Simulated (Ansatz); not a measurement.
A series of calculations on TiAl₃

### Relaxation

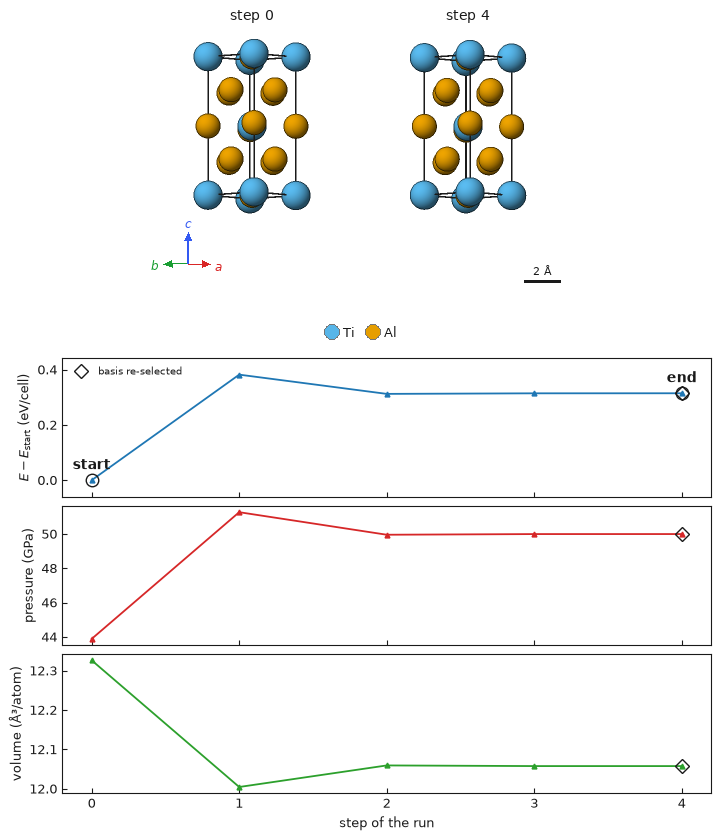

First and last geometry of a relaxation of crystalline TiAl₃ (set up in I4/mmm), with the history of the run. A spheres-only model of the conventional cell (2 times the calculation's cell), seen from a free direction. Lengths and directions refer to the drawn axes.

Case: relaxed at 50 GPa.

Theory: DFT r2SCAN, scalar-relativistic, plane waves, PAW (Ansatz 0.2.0). Set-up: plane-wave cutoff 500 eV; k-point mesh 16 × 16 × 16; occupations gaussian; smearing width 0.1 eV; target pressure 50 GPa; no spin polarisation; cell and atoms relaxed; force threshold 0.008 eV/Å; at most 50 steps.

Question: Read the history and describe the run.

Answer: It converged. Over 3 accepted moves (4 points after the start) the energy rises by 0.314 eV per cell of the calculation. With the target pressure of 50 GPa, the enthalpy E + pV changes by −20.9 meV per cell of the calculation. All forces vanish by symmetry, so only the cell relaxes. Pressure: 43.88 GPa at the start and 49.99 GPa at the end. The SCF was repeated once at an unchanged geometry on a basis and grid sized afresh for the cell, which shifted the energy by 0.2 meV per cell of the calculation at most. The atoms keep their places relative to the cell (all moves are under 0.005 Å). Cell: a = b 3.534 → 3.509 Å (−0.7 %), c 7.894 → 7.833 Å (−0.8 %). Volume −2.2 %. Some distances before and after: Al–Ti 2.649 → 2.629 Å, Al–Al 2.649 → 2.629 Å, Al–Al 2.499 → 2.481 Å, Al–Ti 2.499 → 2.481 Å. The space group stays I4/mmm (No. 139). Cost: 2.9 min on 1 thread of Arm Neoverse V1 (shared host), peak memory 0.79 GiB.

### Relaxation

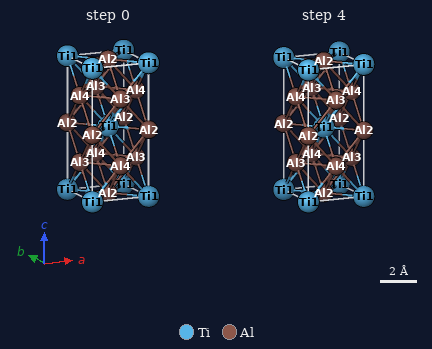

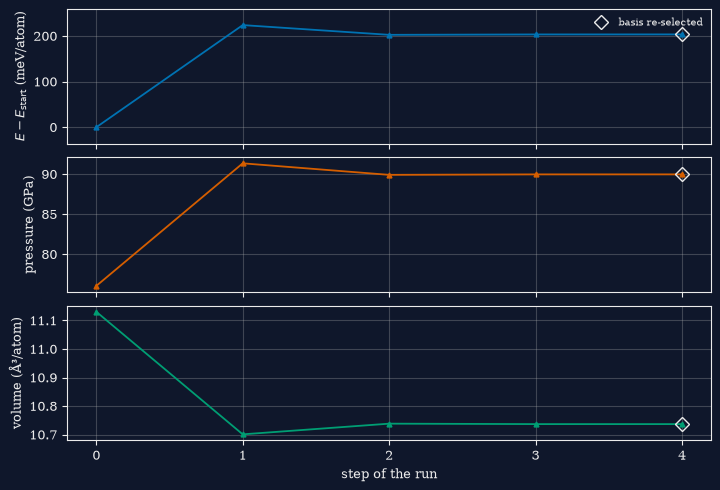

First and last geometry of a relaxation of solid TiAl3 (set up in I4/mmm), with the history of the run. The picture is a ball-and-stick view of the conventional cell (2 times the calculation's cell), seen slightly off an axis. Lengths and directions refer to the drawn axes.

Case: relaxed at 90 GPa.

All numbers below come from DFT r2SCAN, scalar-relativistic, plane waves, PAW in Ansatz 0.2.0. Settings: plane-wave cutoff 500 eV; k-point mesh 18 × 18 × 18; occupations gaussian; smearing width 0.1 eV; target pressure 90 GPa; no spin polarisation; cell and atoms relaxed; force threshold 0.008 eV/Å; at most 50 steps.

Read the history and describe the run.

Answer. It converged. Over 3 accepted moves (4 points after the start) the energy rises by 204 meV per atom. With the target pressure of 90 GPa, the enthalpy E + pV changes by −17.6 meV per atom. All forces vanish by symmetry, so only the cell relaxes. The pressure goes from 76.05 to 89.98 GPa. At 1 point the geometry stayed and the basis and grid were re-selected for the new cell (energy shift of 0.1 meV per atom at most each time). No atom moves by more than 0.005 Å relative to the cell. The volume changes by −3.5 %, with a = b 3.417 → 3.376 Å (−1.2 %), c 7.627 → 7.538 Å (−1.2 %). Some distances before and after: Ti1–Al3 2.560 → 2.530 Å, Al2–Al3 2.560 → 2.530 Å, Ti1–Al2 2.416 → 2.387 Å, Al3–Al4 2.416 → 2.387 Å. The space group stays I4/mmm (No. 139).

```csv
step,"E − E(0), meV/atom","pressure, GPa","volume, Å³/atom",note
0,0.00,76.05,11.131,
1,223.97,91.36,10.701,
2,202.61,89.92,10.738,
3,203.49,89.98,10.737,
4,203.58,89.98,10.737,"same geometry, new basis"
```

### Series

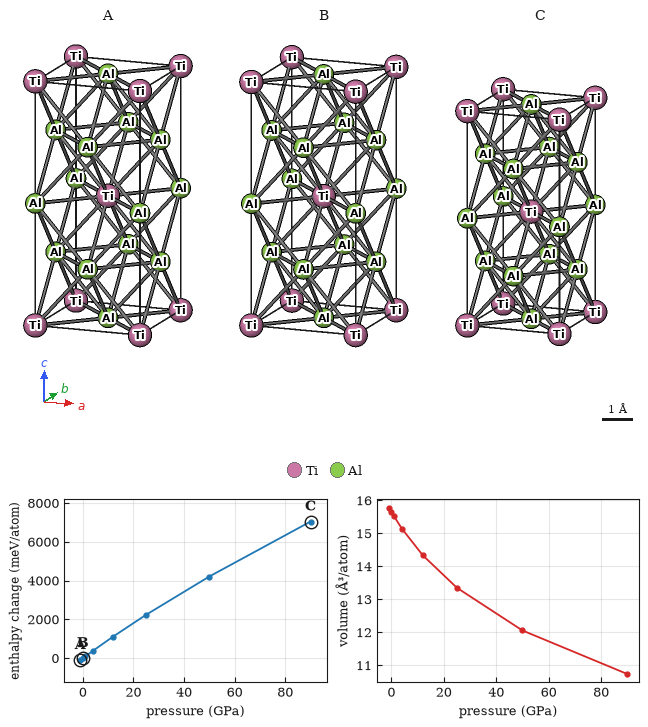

Members of a series of calculations on crystalline TiAl3 (set up in I4/mmm), marked on the first curve. Style: ball-and-stick. Shown: the conventional cell (2 times the calculation's cell), slightly off an axis. Lengths and directions refer to the drawn axes.

Computed with Ansatz 0.2.0, DFT r2SCAN, scalar-relativistic, plane waves, PAW. Set-up: plane-wave cutoff 500 eV; occupations gaussian; smearing width 0.1 eV; no spin polarisation. The k-mesh is chosen for each cell (16×16×16, 18×18×18).

> Describe the series.

The structure is relaxed at several pressures. A (pressure −1.0 GPa): enthalpy change −98.1 meV/atom, volume 15.78 Å³ per atom. B (pressure 0.0 GPa): enthalpy change 0.0 meV/atom, volume 15.65 Å³ per atom. C (pressure 90.0 GPa): enthalpy change 7048 meV/atom, volume 10.74 Å³ per atom. The rest compares A with C. Cell: a = b 3.834 → 3.376 Å (−12.0 %), c 8.587 → 7.538 Å (−12.2 %). Volume −32.0 %. Among the bonded contacts that change: Al–Ti 2.878 → 2.530 Å, Al–Al 2.878 → 2.530 Å, Al–Al 2.711 → 2.387 Å.
